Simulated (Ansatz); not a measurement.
A series of calculations on Si

## 1. Relaxation

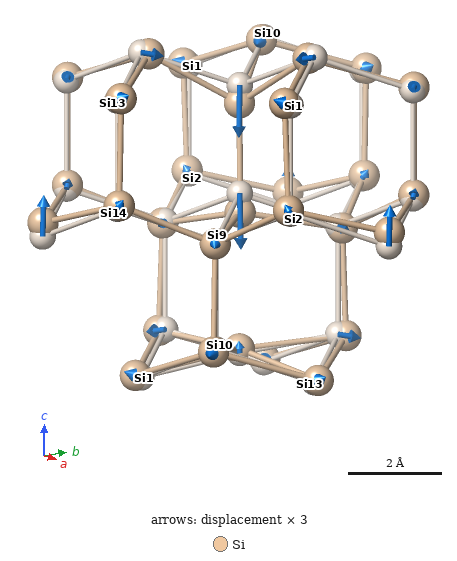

This is a relaxation of a defect cell of composition Si. The starting structure is drawn faded, the final one solid; blue arrows show the displacements, magnified 3 times.

The picture is a ball-and-stick view of the atoms within 5.0 Å of the atom that moves most (axes of the conventional cell (3 times the calculation's cell) (origin shifted)), seen slightly off an axis. Lengths and directions refer to the drawn axes.

It is an interstitial Si in diamond Si. The run prepares the start of a later molecular dynamics calculation, from a guessed geometry.

Theory: Ansatz, DFT PBE, scalar-relativistic, plane waves, PAW. (plane-wave cutoff 420 eV; k-point mesh 2 × 2 × 2; occupations fermi dirac; smearing width 0.02 eV; no spin polarisation; atoms relaxed in a fixed cell; force threshold 0.08 eV/Å; at most 25 steps)

### What happened in the run?

A Si atom moves most: 0.41 Å along −c. The lattice vectors keep their values. Near-neighbour distances that change, for instance: Si–Si 3.463 → 2.964 Å, Si–Si 2.240 → 2.405 Å, Si–Si 2.262 → 2.393 Å, Si–Si 2.351 → 2.472 Å. Among the angles between lasting bonds that change: Si–Si–Si 109.5° → 98.4°, Si–Si–Si 109.5° → 119.5°, Si–Si–Si 109.5° → 119.0°. Over 10 accepted moves (11 points after the start) the energy falls by 0.958 eV per cell of the calculation. The largest force component goes from 2.2 to 0.061 eV/Å. 1 step only repeated the SCF at the same geometry.

Limits of the set-up: the program's low-accuracy preset was used; the periodic images lie only 7.7 Å apart, so the values are limited by the cell's size.

## 2. Dynamics

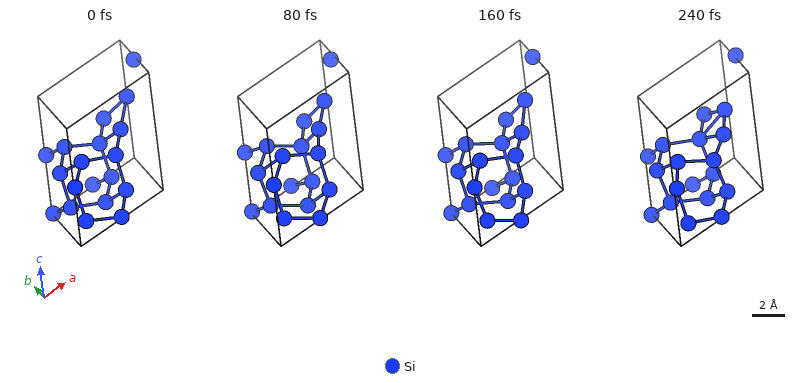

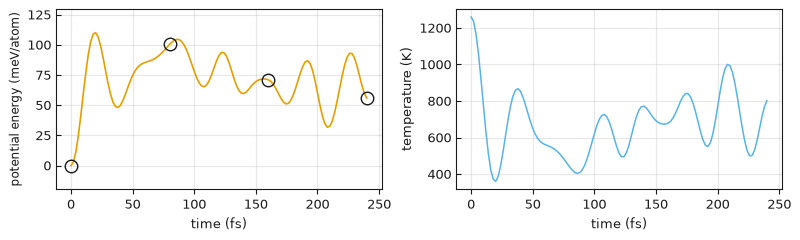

First-principles dynamics of Si with an interstitial Si (17 atoms in the cell), 240 fs long. Frames and the history of the run. Style: ball-and-stick. Shown: the reduced simulation cell, slightly off an axis. Bonds to atoms that aren't drawn are left out. Lengths and directions refer to the drawn axes.

These are results of Ansatz 0.2.0, DFT PBE, scalar-relativistic, plane waves, PAW, not measurements. Settings: plane-wave cutoff 420 eV; k-point mesh 2 × 2 × 2; Fermi-Dirac smearing 0.02 eV; low-accuracy preset; constant energy (NVE); velocities drawn for 1260 K; time step 2 fs.

### What do the frames and curves show?

Over the second half the temperature averages 706 K (spread ±129 K). The first frame carries almost no forces, so kinetic energy first flows into potential energy: the temperature drops from 1260 to 361 K within 20 fs, and without a thermostat its mean stays below the start. The potential energy in the second half lies on average 67.8 meV per atom above the first frame. In the second half of the run the atoms are, in the root-mean-square, this far from where they began (common drift taken out): Si 0.30 Å. That is small against the typical shortest distance between atoms in the first frame, about 2.3 Å: the atoms vibrate about their sites and the arrangement holds. Bond changes: one Si–Si bond forms at about 226 fs.

Limits of the set-up: the k-point mesh is coarse for a cell with partly filled bands; the program's low-accuracy preset was used; the periodic images lie only 7.7 Å apart, so the values are limited by the cell's size.

Cost: 9.6 min on 1 thread of Arm Neoverse V1 (shared host), peak memory 0.62 GiB.

## 3. Energy conservation

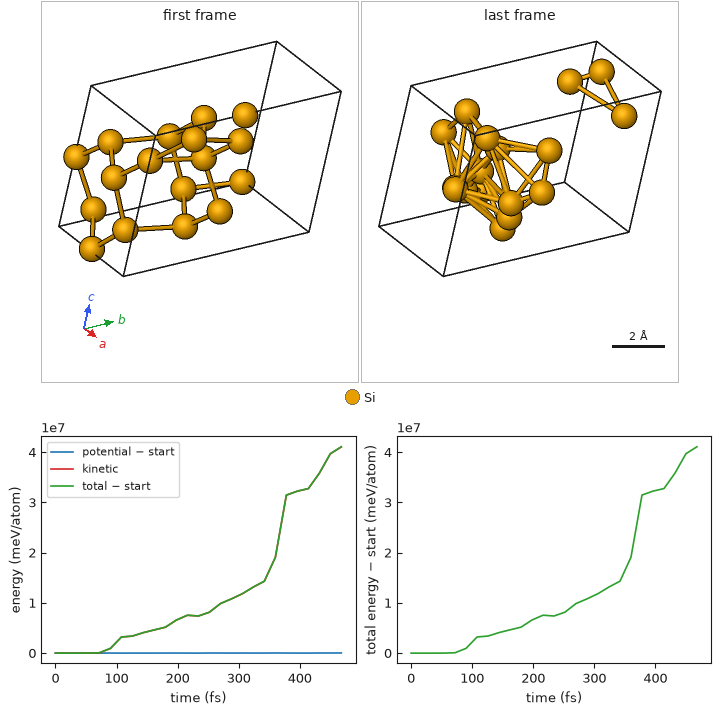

Molecular dynamics of Si with an interstitial Si (17 atoms in the cell), of which 468 fs are on record. Style: ball-and-stick. Shown: the reduced simulation cell, slightly off an axis. Bonds to atoms that aren't drawn are left out. Lengths and directions refer to the drawn axes.

These are results of Ansatz, DFT PBE, scalar-relativistic, plane waves, PAW, not measurements. Set-up: plane-wave cutoff 420 eV; k-point mesh 2 × 2 × 2; Fermi-Dirac smearing 0.02 eV; low-accuracy preset; constant energy (NVE); velocities drawn for 1800 K; time step 18 fs.

Input
```yaml
accuracy: low
crystal:
  lattice:
    - [0.0, 5.43, 5.43]
    - [5.43, 0.0, 5.43]
    - [5.43, 5.43, 0.0]
  atoms:
    - { symbol: Si, position: [0.00722638, -0.02239753, 0.00770575] }
    - { symbol: Si, position: [0.12485672, 0.1152361, 0.12438052] }
    - { symbol: Si, position: [0.01414322, -0.00244743, 0.49564867] }
    - { symbol: Si, position: [0.15406375, 0.11202834, 0.61410755] }
    - { symbol: Si, position: [-0.01637669, 0.48536308, -0.01690221] }
    - { symbol: Si, position: [0.10944268, 0.60809394, 0.10985158] }
    - { symbol: Si, position: [0.00719734, 0.5056146, 0.47941917] }
    - { symbol: Si, position: [0.12481559, 0.62637666, 0.61311389] }
    - { symbol: Si, position: [0.49614378, -0.00239536, 0.01359342] }
    - { symbol: Si, position: [0.61362751, 0.11203334, 0.15450352] }
    - { symbol: Si, position: [0.52072245, 0.0193065, 0.52115344] }
    - { symbol: Si, position: [0.64638076, 0.14832331, 0.64579014] }
    - { symbol: Si, position: [0.47899607, 0.50562239, 0.00768397] }
    - { symbol: Si, position: [0.61360659, 0.62638857, 0.12435064] }
    - { symbol: Si, position: [0.4959281, 0.5159531, 0.49548436] }
    - { symbol: Si, position: [0.6136138, 0.65261685, 0.61409858] }
    - { symbol: Si, position: [0.80480153, 0.30314864, 0.80530241] }
basis:
  ecutwfc: 420.0
kpoints:
  mp_grid: { grid: [2, 2, 2] }
hamiltonian:
  xc: pbe
scf:
  occupations: { method: fermi_dirac, width: 0.02 }
  lower_state_search: "off"
  max_iter: 53
md:
  timestep: 18.0
  n_steps: 80
  ensemble: nve
  temperature: 1800.0
  initial_velocities: maxwell_boltzmann
  seed: 377433
```

Launched with:
```bash
ansatz run input.yaml --threads 1 --pin off --max-ram 3072MiB --backend cpu --events-out ev --progress --plain --runs-dir out
```

Check the integration.

Answer. The total energy moves between 0 and 4.1e+07 meV per atom from its start, in jumps that begin near 342 fs. The integration has failed. The time step of 18 fs is long for the fastest vibrations here (lightest element silicon). The run was cut off by its time limit after 26 steps. The temperature peaks at 337526846 K, at 468 fs, and is 337526846 K at the end.

Limits of the set-up: the program's low-accuracy preset was used; the periodic images lie only 7.7 Å apart, so the values are limited by the cell's size.
